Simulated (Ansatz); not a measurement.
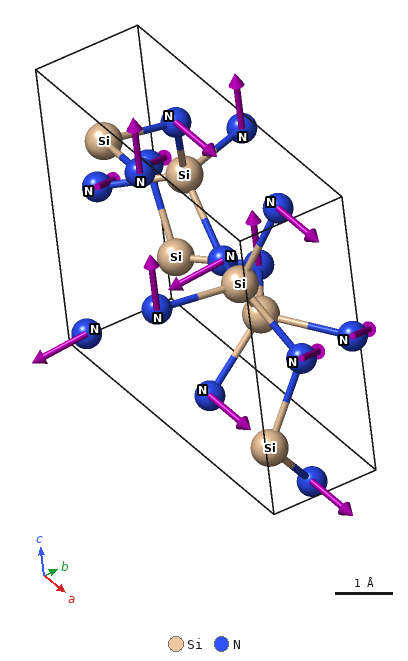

This is a relaxation of crystalline Si3N4 (a generated structure, set up in I-43d). The starting structure is drawn; purple arrows show the displacements, 30 times their true length.

A ball-and-stick model of the cell of the calculation, seen slightly off an axis.

Method: DFT, PBE, plane-wave PAW, default files, scalar-relativistic, frozen cores (Ansatz).

Input
```yaml
crystal:
  lattice:
    - [-3.171263089, 3.171263089, 3.171263089]
    - [3.171263089, -3.171263089, 3.171263089]
    - [3.171263089, 3.171263089, -3.171263089]
  atoms:
    - { symbol: Si, position: [0.25, 0.125, 0.875] }
    - { symbol: Si, position: [0.875, 0.25, 0.125] }
    - { symbol: Si, position: [0.75, 0.375, 0.625] }
    - { symbol: Si, position: [0.625, 0.75, 0.375] }
    - { symbol: Si, position: [0.125, 0.875, 0.25] }
    - { symbol: Si, position: [0.375, 0.625, 0.75] }
    - { symbol: "N", position: [0.5628, 0.5628, 0.5628] }
    - { symbol: "N", position: [0.4372, 0.5, 0.0] }
    - { symbol: "N", position: [0.5, 0.0, 0.9372] }
    - { symbol: "N", position: [0.0, 0.4372, 0.5] }
    - { symbol: "N", position: [0.9372, 0.5, 0.0] }
    - { symbol: "N", position: [0.0628, 0.0628, 0.0628] }
    - { symbol: "N", position: [0.0, 0.9372, 0.5] }
    - { symbol: "N", position: [0.5, 0.0, 0.4372] }
kpoints:
  mp_grid: { grid: [6, 6, 6] }
scf:
  occupations: { method: fermi_dirac, width: 0.02 }
hamiltonian:
  xc: pbe
  pseudopotentials: { kind: paw, frozen_core: stored }
output:
  forces: true
  stress: true
  populations: true
  efg: { quadrupole_moments_barn: { "N": 0.02044 } }
relax:
  f_tol: 0.02
  max_steps: 60
```

Run as
```bash
ansatz run input.yaml --threads 4 --pin off --max-ram 8192MiB --backend cpu --events-out ev --progress --plain --runs-dir out
```

What happened in the run?

Answer. After 2 accepted moves (3 points after the start) the energy has fallen by 2.0 meV per atom. Largest force component: 0.11 eV/Å at the start, under 0.0001 eV/Å at the end. 1 step only repeated the SCF at the same geometry. The largest moves, 0.037 Å, are those of 8 atoms (N7, N8, N9, N10 and others). N11 goes along +a. Si stays in place. The lattice vectors keep their values. The space group stays I-43d (No. 220). The run took 9 s on 4 threads of Intel(R) Xeon(R) Platinum 8488C (Sapphire Rapids) (shared host), peak memory 0.52 GiB.
